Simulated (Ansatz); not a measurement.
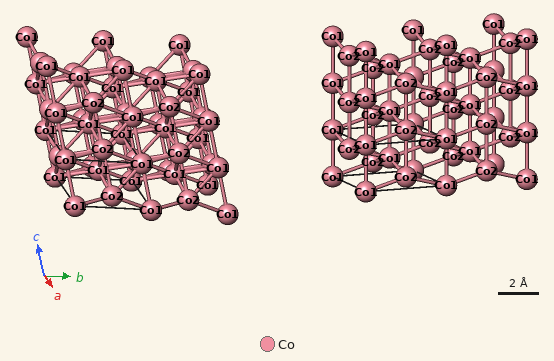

Two geometries of solid Co (a generated structure, set up in I4_1/amd), drawn at one scale. One is the start of a relaxation, the other its converged end. Style: ball-and-stick. Shown: the conventional cell (2 times the calculation's cell), repeated 1 × 2 × 3 with one cell outlined, slightly off an axis. Lengths and directions refer to the drawn axes.

These are results of DFT, PBE, plane waves (420 eV) with PAW, scalar-relativistic in Ansatz, not measurements. Settings: plane-wave cutoff 420 eV; k-point mesh 15 × 15 × 10; occupations fermi dirac; smearing width 0.1 eV; no spin polarisation; cell and atoms relaxed; force threshold 0.01 eV/Å; at most 60 steps.

**Which of the two is the end point?**

The left one is the relaxed one. Phase: beta-Sn type. The largest moves relative to the cell, 0.083 Å, are those of Co1 and Co2. Co2 goes along [−1 1 0]. The volume changes by −6.4 %, with a = b 4.400 → 4.591 Å (+4.3 %), c 2.402 → 2.417 Å (+0.6 %), α 90.0° → 105.3°, β 90.0° → 105.3°, γ 90.0° → 107.4°. Some distances before and after: Co1–Co1 3.335 → 2.434 Å, Co1–Co2 2.844 → 2.403 Å, Co1–Co2 (another image) 2.280 → 2.403 Å, Co1–Co2 (another image) 2.280 → 2.355 Å. New bonds form: Co1–Co1 (3.34 → 2.43 Å), Co2–Co2 (3.34 → 2.43 Å). Among the angles between lasting bonds that change: Co2–Co1–Co2 94.0° → 62.2°, Co2–Co1–Co2 94.0° → 109.8°, Co1–Co1–Co2 105.3° → 90.0°. The space group (tolerance 0.01 Å) goes from I4_1/amd (No. 141) to Cmcm (No. 63). After 24 accepted moves (28 points after the start) the energy has fallen by 327 meV per atom. Pressure: −4.64 GPa at the start and 0.01 GPa at the end. The line search rejected the trial step at point 17 of the run. The SCF was repeated 3 times at an unchanged geometry on a basis and grid sized afresh for the cell, which shifted the energy by 38.5 meV per atom at most. Cost: 14 min on 1 thread of Intel(R) Xeon(R) Platinum 8259CL CPU @ 2.50GHz (Skylake/Cascade Lake), on a shared host, peak memory 0.74 GiB.
